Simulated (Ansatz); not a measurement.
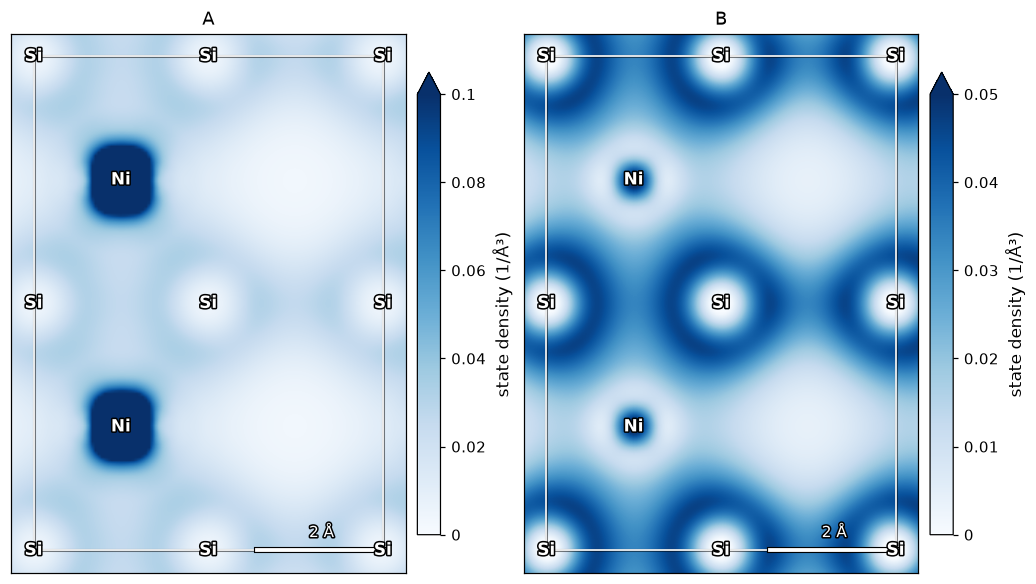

Si₂Ni: densities of the states in two energy windows, on the (101) plane of the conventional cell.

Space group Fm-3m; the calculation finds a residual pressure of about 3 GPa at this fixed cell; spin-polarised.

These are results of Ansatz, DFT PBE, scalar-relativistic, plane waves, PAW, not measurements.

Core electrons are frozen (PAW), so the fields are smoothed inside the atomic spheres.

Match the panels to the energy ranges (zero at the Fermi level): −13.9 to −9.2 eV and −9.2 to −4.6 eV.

Panel A: −9.2 to −4.6 eV, the middle third of the occupied valence band, mainly Si 3p (45 %), Ni 3d (35 %) and Si 3s (20 %).
Panel B: −13.9 to −9.2 eV, the lower third of the occupied valence band, mainly Si 3s (55 %), Si 3p (30 %) and Ni 4s (10 %).
The characters are Löwdin shares on a minimal set of atomic orbitals. At the bottom of an sp band the diffuse p orbitals of such a set take a share of s-like charge between the atoms, so the p share there is overstated.

The run took 18 s on 2 threads of Arm Neoverse N1, with other jobs on the host, peak memory 0.42 GiB.
